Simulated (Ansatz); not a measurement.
# Si₁₆N (cell with a defect): what the fields show

Input

```
crystal:
  lattice:
    - [0.0, 5.43, 5.43]
    - [5.43, 0.0, 5.43]
    - [5.43, 5.43, 0.0]
  atoms:
    - { symbol: Si, position: [0.0, 0.0, 0.0] }
    - { symbol: Si, position: [0.125, 0.125, 0.125] }
    - { symbol: Si, position: [0.0, 0.0, 0.5] }
    - { symbol: Si, position: [0.125, 0.125, 0.625] }
    - { symbol: Si, position: [0.0, 0.5, 0.0] }
    - { symbol: Si, position: [0.125, 0.625, 0.125] }
    - { symbol: Si, position: [0.0, 0.5, 0.5] }
    - { symbol: Si, position: [0.125, 0.625, 0.625] }
    - { symbol: Si, position: [0.5, 0.0, 0.0] }
    - { symbol: Si, position: [0.625, 0.125, 0.125] }
    - { symbol: Si, position: [0.5, 0.0, 0.5] }
    - { symbol: Si, position: [0.625, 0.125, 0.625] }
    - { symbol: Si, position: [0.5, 0.5, 0.0] }
    - { symbol: Si, position: [0.625, 0.625, 0.125] }
    - { symbol: Si, position: [0.5, 0.5, 0.5] }
    - { symbol: Si, position: [0.625, 0.625, 0.625] }
    - { symbol: "N", position: [0.5564319, 0.8275515, 0.8009972], spin: 1.0 }
magnetization:
  spin_polarized: true
basis:
  ecutwfc: 420.0
kpoints:
  mp_grid: { grid: [2, 2, 2] }
hamiltonian:
  xc: pbe
  dispersion: d3bj
  pseudopotentials: { kind: paw, azcp: { folder: soft_1 } }
scf:
  occupations: { method: gaussian, width: 0.05 }
  lower_state_search: "off"
relax:
  f_tol: 0.03
  max_steps: 60
  adjacent_minimum: "off"
output:
  write_density: true
  write_potential: true
  elf: true
  volumetric_format: npy
```

Launched as:

```sh
ansatz run input.yaml --threads 2 --pin off --max-ram 5120MiB --backend cpu --events-out ev --progress --plain --runs-dir out
```

The fields are those of the run's last geometry, not of the input's.

PAW files of the earlier set (soft_1); the program warned that a starting moment wasn't kept; spin-polarised, but the moments vanished.

All numbers below come from DFT PBE-D3(BJ), scalar-relativistic, plane waves, PAW (Ansatz 0.2.0).

Core electrons are frozen (PAW), and the valence fields are smoothed inside the atomic spheres.

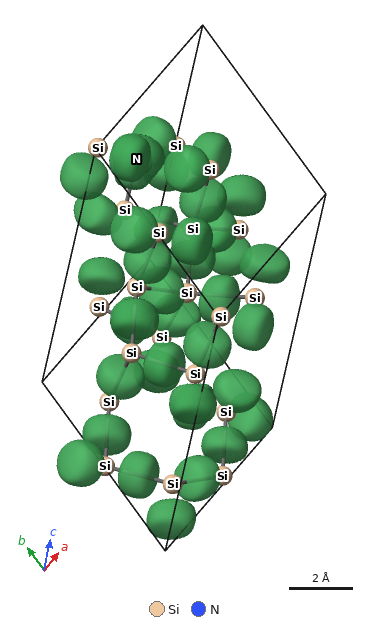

Figure 1. Isosurface of the electron localisation function at 0.75 (green), seen at an oblique angle. Only the valence region is drawn (cores and ρ < 0.01 e/Å³ removed). Sticks mark near contacts.

**Where are the electrons localised?**

The ELF exceeds this value in 31 regions between bonded Si–Si atoms (shared pairs) and one region on N in which the atom's valence shell and bonds are merged, counted in one cell of 17 atoms. Any copies at cell faces, edges or corners count once.


Si–N (1.69 Å): the ELF peaks at about 0.85 between the atoms: a shared but strongly polarised pair. Si–Si (2.30 Å): the ELF peaks at about 0.95 between the atoms; localised, covalent bonding.

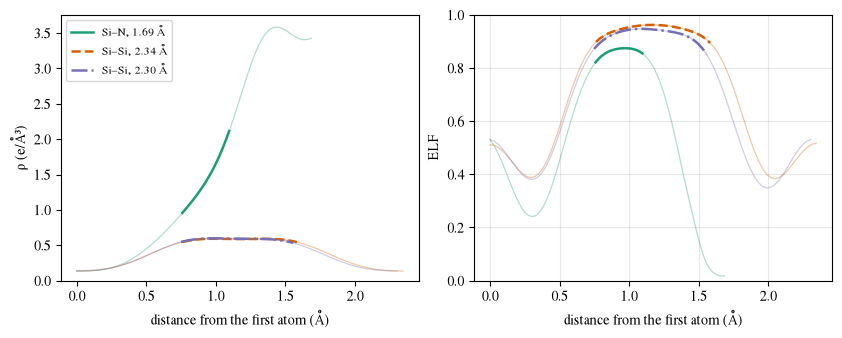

Figure 2. Valence charge density (pseudo) and electron localisation function along straight lines between neighbouring atoms. Thin, pale parts lie inside the atomic spheres.

**What kind of bonding do the profiles show?**

Si–N (1.69 Å): ρ is about 1.2 e/Å³ halfway; the ELF peaks at about 0.85 between the atoms: a polar covalent bond.
Si–Si (2.34 Å): ρ is about 0.59 e/Å³ halfway; the ELF peaks at about 0.95 between the atoms; a shared electron pair.
Si–Si (2.30 Å): ρ at the midpoint is about 0.59 e/Å³; the ELF peaks at about 0.95 between the atoms: localised, covalent bonding.
